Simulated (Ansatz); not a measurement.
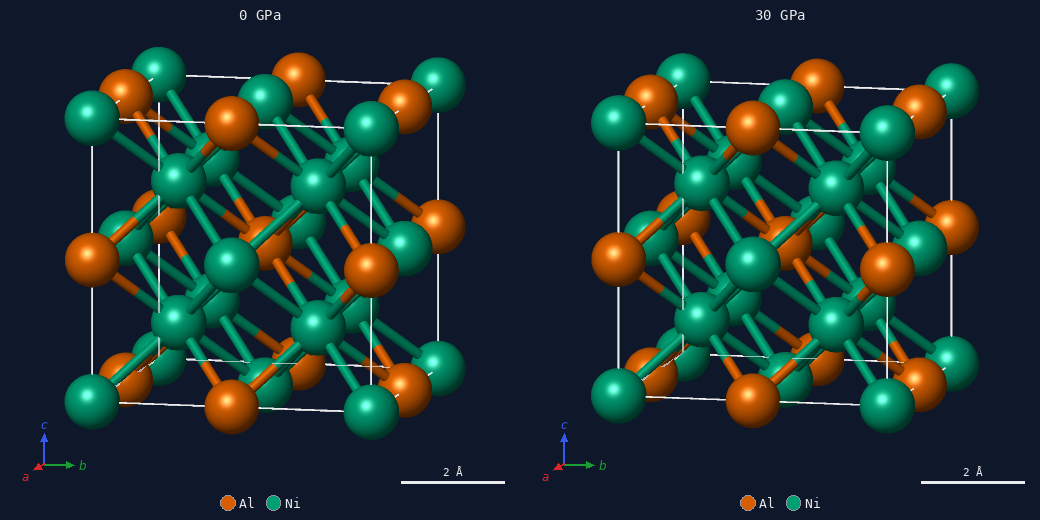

AlNi3, D0₃ (BiF₃ or Fe₃Al type), space group Fm-3m (No. 225), relaxed (cell and atoms) under a series of hydrostatic pressures; the conventional cell is drawn at the lowest and the highest, to one scale (sticks follow a distance rule). The start was a structure listed in the Materials Project. It needn't be the stable form of this composition.

Alike in all runs: Ansatz 0.2.0; functional PBEsol; potentials Ansatz PAW; cutoff 420 eV; k mesh 8 × 8 × 8 on the run's cell of 4 atoms; occupations fermi-dirac, width 0.05 eV; collinear spin, ferromagnetic start; no spin-orbit coupling.

| pressure (GPa) | volume (Å³/atom) | a (Å) |
| --- | --- | --- |
| 0.0 | 10.959 | 5.597 |
| 2.0 | ? | ? |
| 5.0 | 10.703 | 5.553 |
| 10.0 | 10.476 | 5.514 |
| 20.0 | 10.089 | 5.445 |
| 30.0 | 9.767 | 5.386 |

Fit a third-order Birch-Murnaghan equation to the rows given and use it to fill in the volume that is left out.

Answer. The fit gives V0 = 10.96 Å³/atom, B0 = 201 GPa and B0′ = 4.5, which puts the volume at 2.0 GPa at 10.85 Å³/atom. The run gave volume 10.850 Å³/atom; a 5.579 Å.

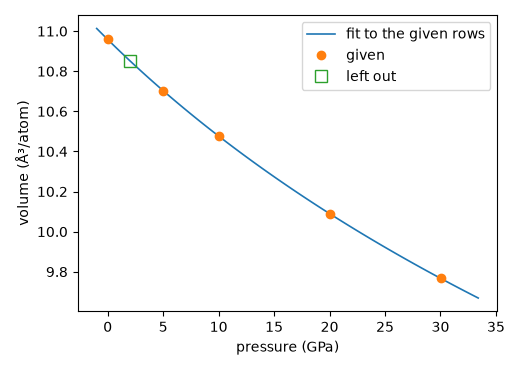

Volume against pressure, with the fit. The structure was kept in its own symmetry, so a change to another phase within this range wouldn't be seen.

Caveat: the plane-wave basis is chosen anew once the cell has moved, so the energies of steps on either side of that aren't comparable.
